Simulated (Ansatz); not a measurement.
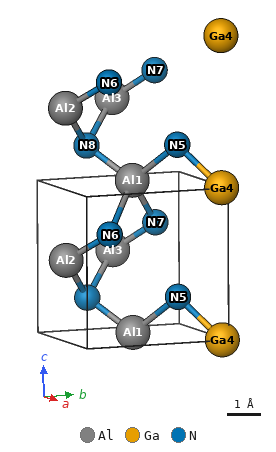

A crystal of Al3GaN4 (set up in P1), before the relaxation. A ball-and-stick model of the cell of the calculation, repeated 1 × 1 × 2 with one cell outlined, seen slightly off an axis.

Case: all atoms moved at random, sigma 0.1 Å for each component, cell strained at random, sigma 0.06; relaxed back.

The calculation used DFT r2SCAN, scalar-relativistic, plane waves, PAW in Ansatz.

The input:
```yaml
crystal:
  lattice:
    - [4.351430252, 0.1181991183, -0.0320220151]
    - [0.1181991183, 4.5355226006, 0.0508616242]
    - [-0.0320220151, 0.0508616242, 4.6888878708]
  atoms:
    - { symbol: Al, position: [0.4584452933, 0.5120251023, 0.0199977334] }
    - { symbol: Al, position: [0.518787581, 0.0210851384, 0.5286054969] }
    - { symbol: Al, position: [0.0196438805, 0.5248718404, 0.5149390279] }
    - { symbol: Ga, position: [-0.0551179919, -0.0259057687, -0.0026319351] }
    - { symbol: "N", position: [0.7556107011, 0.7281412785, 0.2736957896] }
    - { symbol: "N", position: [0.7655412355, 0.2437685419, 0.7116948918] }
    - { symbol: "N", position: [0.2701392657, 0.7393853974, 0.7108280195] }
    - { symbol: "N", position: [0.2669500348, 0.2566284697, 0.2428709759] }
basis:
  ecutwfc: 500
kpoints:
  mp_grid: { grid: [6, 6, 6] }
hamiltonian:
  xc: r2scan
scf:
  occupations: { method: gaussian, width: 0.05 }
output:
  forces: true
  stress: true
  eigenvalues: true
relax:
  adjacent_minimum: "off"
  f_tol: 0.01
  max_steps: 80
  cell: { stress_tol: 0.1 }
```

Launched with:
```bash
ansatz run input.yaml --threads 2 --pin off --max-ram 5120MiB --backend cpu --events-out ev --progress --plain --runs-dir out
```

**Predict the outcome.**

Ga4 moves most relative to the cell: 0.27 Å along [2 1 0]. By element the largest moves are Ga 0.27 Å, Al 0.21 Å, N 0.18 Å. Cell: a 4.353 → 4.401 Å (+1.1 %), b 4.537 → 4.401 Å (−3.0 %), c 4.689 → 4.401 Å (−6.1 %), α 88.7° → 90.0°, β 90.8° → 90.0°, γ 87.0° → 90.0°. Volume −7.8 %. Among the contacts that change: Al1–N6 2.306 → 1.892 Å, Ga4–N8 2.268 → 1.948 Å, Ga4–N7 2.214 → 1.948 Å, Al3–N8 2.058 → 1.892 Å. Bond angles that change, for instance: N5–Ga4–N6 130.6° → 109.5°, Al1–N7–Ga4 92.3° → 108.3°, N6–Al1–N7 91.5° → 107.0°. The space group (tolerance 0.01 Å) goes from P1 (No. 1) to P-43m (No. 215). The energy falls by 331 meV per atom in 4 accepted moves (5 points after the start). The largest force component goes from 3.5 to 0.0024 eV/Å. Pressure: −7.50 GPa at the start and 0.02 GPa at the end. At 1 point the geometry stayed and the basis and grid were re-selected for the new cell (energy shift of 0.3 meV per atom at most each time).

After the run, drawn alike:

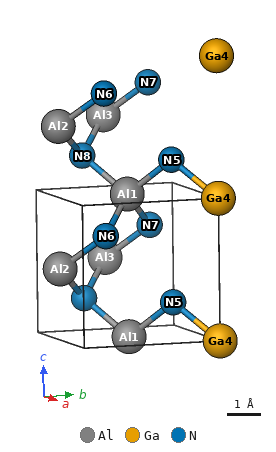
